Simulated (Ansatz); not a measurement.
## Electronic structure of Zn$_{8}$O$_{7}$ (cell charge +2, with a compensating background) (cell with a defect) in real space

Input file:

```
crystal:
  lattice:
    - [0.0, 0.0, 5.2932739949]
    - [6.5589720385, 0.0, 0.0]
    - [-3.2794860193, 5.6802364081, 0.0]
  atoms:
    - { symbol: Zn, position: [0.5092657675, 0.1592092534, 0.3474130488] }
    - { symbol: Zn, position: [0.5094219828, 0.1576126142, 0.8154616389] }
    - { symbol: Zn, position: [0.509543975, 0.68363585, 0.3473917638] }
    - { symbol: Zn, position: [0.5086079564, 0.6666607694, 0.8346478631] }
    - { symbol: Zn, position: [0.9596438598, 0.332896169, 0.1661686692] }
    - { symbol: Zn, position: [1.003851595, 0.3380916724, 0.6703429081] }
    - { symbol: Zn, position: [1.003858331, 0.8309593723, 0.1632100446] }
    - { symbol: Zn, position: [1.0038539462, 0.830952251, 0.6703538625] }
    - { symbol: O, position: [0.3818212387, 0.3340183906, 0.6683201228] }
    - { symbol: O, position: [0.3818272263, 0.8329884947, 0.1672945209] }
    - { symbol: O, position: [0.3818278892, 0.8329870125, 0.6683280207] }
    - { symbol: O, position: [0.8818914758, 0.1663140288, 0.3349856529] }
    - { symbol: O, position: [0.8818913363, 0.1663051488, 0.8339135719] }
    - { symbol: O, position: [0.8818940144, 0.6673893458, 0.3349983369] }
    - { symbol: O, position: [0.8830050632, 0.6666657942, 0.8346375249] }
  host:
    lattice:
      - [3.2794860193, 0.0, 0.0]
      - [-1.6397430096, 2.840118204, 0.0]
      - [0.0, 0.0, 5.2932739949]
    atoms:
      - { symbol: Zn, position: [0.3333333333, 0.6666666667, 0.4999685892] }
      - { symbol: Zn, position: [0.6666666667, 0.3333333333, -3.14108e-05] }
      - { symbol: O, position: [0.6666666667, 0.3333333333, 0.3790414108] }
      - { symbol: O, position: [0.3333333333, 0.6666666667, 0.8790414108] }
total_charge: 2
basis:
  ecutwfc: 420
  xc_grid: 2
kpoints:
  mp_grid: { grid: [3, 3, 3], shift: [0.0, 0.0, 0.0] }
hamiltonian:
  xc: pbe
scf:
  occupations: { method: gaussian, width: 0.01 }
output:
  forces: true
  stress: false
  eigenvalues: true
  charged_corrections:
    defect_position: [0.37904141, 0.33333333, 0.16666667]
    epsilon: [[10.5576, 0.0, 0.0], [0.0, 10.5576, 0.0], [0.0, 0.0, 11.5842]]
  write_density: true
  write_potential: true
  elf: true
  volumetric_format: npy
relax:
  adjacent_minimum: "off"
  f_tol: 0.025
  max_steps: 45
```

Launched as:

```sh
ansatz run input.yaml --threads 2 --pin off --max-ram 5120MiB --backend cpu --events-out ev --progress --plain --runs-dir out
```

The fields are those of the relaxed geometry.

The calculation used DFT PBE, scalar-relativistic, plane waves, PAW (Ansatz).

In a PAW calculation such maps are meaningful between the atoms, not at the nuclei.

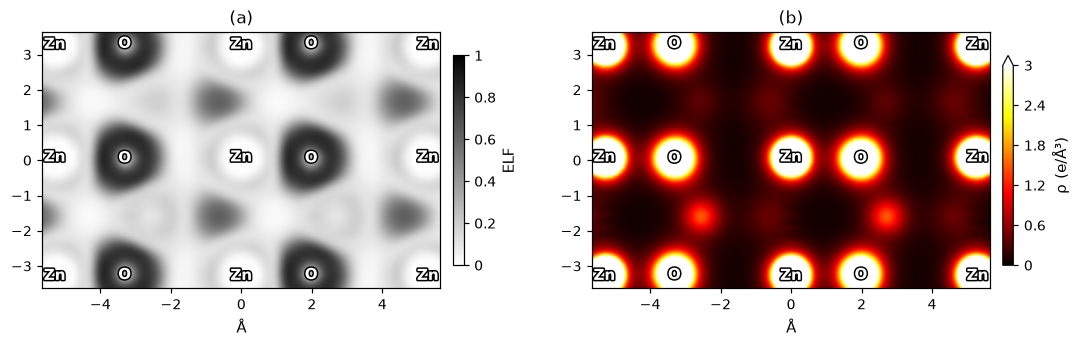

Figure 1. (a) electron localisation function; (b) valence charge density (pseudo) on the (010) plane of the calculation cell.

### Read the bonding off the picture.

Atoms in the plane: Zn and O.
Atoms just off the plane (Zn, 0.6 Å away and O, 0.9 Å away) can leave unmarked features too.
Zn–O (1.98 Å): ρ at the midpoint is about 0.6 e/Å³; the ELF peaks at about 0.85 in the valence shell of O, 0.6 Å from its nucleus, and is about 0.25 at the midpoint: no shared electron pair shows on this line.

Between the atoms the lowest density in this plane is 0.04 e/Å³.

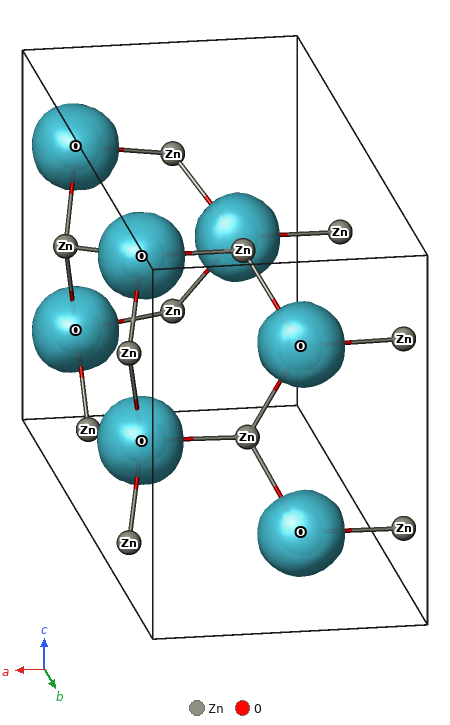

Figure 2. Isosurface of the electron localisation function at 0.75 (cyan), seen at an oblique angle. Only the valence region is drawn (cores and ρ < 0.01 e/Å³ removed). Sticks mark near contacts.

### What do the ELF domains correspond to?

The ELF exceeds this value in seven regions wrapped around O (the valence shell of each), counted in one cell of 15 atoms. Any copies at cell faces, edges or corners count once.


Zn–O (1.91 Å): the ELF peaks at about 0.85 in the valence shell of O, 0.6 Å from its nucleus, and is about 0.30 at the midpoint: no shared electron pair shows on this line. Zn–O (1.96 Å): the ELF peaks at about 0.85 in the valence shell of O, 0.6 Å from its nucleus, and is about 0.25 at the midpoint; no shared electron pair shows on this line.
